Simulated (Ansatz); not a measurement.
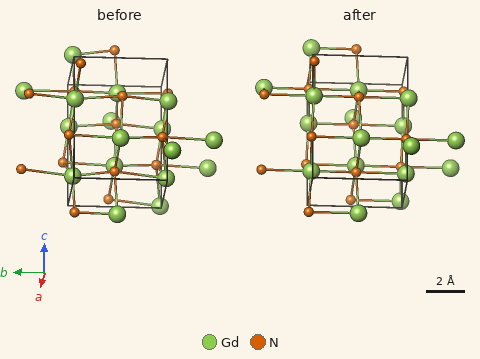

The structure of solid GdN (a generated structure, set up in P1) (coarse preliminary run) before (left) and after (right) a relaxation, at one scale.

Style: ball-and-stick. Shown: the cell of the calculation, from a free direction.

These are results of DFT PBE, scalar-relativistic, plane waves, PAW in Ansatz 0.2.0, not measurements.

The input:
```yaml
crystal:
  lattice:
    - [-2.043657085, 3.520471799, 0.041071618]
    - [-0.0188389257, 0.0473983711, 4.9893206754]
    - [6.0111976669, 3.4513205998, 0.0104086072]
  atoms:
    - { symbol: Gd, position: [-0.023267833, 0.5025576361, 0.3337606346], spin: 7.48 }
    - { symbol: Gd, position: [0.528373505, 0.5010549524, 0.8310266852], spin: 7.48 }
    - { symbol: Gd, position: [0.5163739457, 0.9787236533, 0.13517904], spin: -7.48 }
    - { symbol: Gd, position: [1.014330669, 0.987981496, 0.6568052316], spin: -7.48 }
    - { symbol: "N", position: [0.0067902485, 1.0528168686, 0.3574700978] }
    - { symbol: "N", position: [0.5290166512, -0.0411077415, 0.8383228415] }
    - { symbol: "N", position: [0.4640820919, 0.5345817766, 0.1691247553] }
    - { symbol: "N", position: [0.9643007216, 0.4833913585, 0.6783107142] }
basis:
  ecutwfc: 420
kpoints:
  mp_grid: { grid: [4, 4, 2] }
hamiltonian:
  xc: pbe
scf:
  occupations: { method: gaussian, width: 0.1 }
  lower_state_search: "off"
output:
  forces: true
  stress: true
  eigenvalues: true
  populations: true
magnetization:
  spin_polarized: true
relax:
  adjacent_minimum: "off"
  f_tol: 0.025
  max_steps: 60
  cell: { stress_tol: 0.25 }
```

Launched with:
```bash
ansatz run input.yaml --threads 4 --pin off --max-ram 8192MiB --backend cpu --events-out ev --progress --plain --runs-dir out
```

**Summarise the run.**

Over 6 accepted moves (7 points after the start) the energy falls by 1.583 eV per cell of the calculation. The largest force component goes from 3.9 to 0.0047 eV/Å. Pressure: 8.28 GPa at the start and 0.18 GPa at the end. The SCF was repeated once at an unchanged geometry on a basis and grid sized afresh for the cell, which shifted the energy by 8.0 meV per cell of the calculation at most. The atom that moves furthest relative to the cell is N6 (0.30 Å roughly along [−1 2 0]). By element the largest moves are N 0.30 Å, Gd 0.23 Å. The drawn cell changes as follows: a 4.071 → 4.058 Å (−0.3 %), b 4.990 → 5.065 Å (+1.5 %), c 6.932 → 7.044 Å (+1.6 %), α 89.8° → 90.0°, β 90.3° → 90.0°, γ 88.8° → 90.0°; the volume changes by +2.8 %. Some distances before and after: Gd2–N6 2.285 → 2.659 Å, Gd2–N6 (another image) 2.705 → 2.406 Å, Gd3–N6 2.061 → 2.348 Å, Gd2–N8 2.071 → 2.350 Å. Bond angles that change, for instance: N5–Gd3–N5 104.1° → 119.5°, Gd3–N5–Gd3 104.1° → 119.5°, Gd3–N7–Gd3 165.3° → 179.9°. The space group (tolerance 0.01 Å) goes from P1 (No. 1) to Cmc2_1 (No. 36). The run took 97 s on 4 threads of Arm Neoverse V2, on a shared host, peak memory 0.76 GiB.
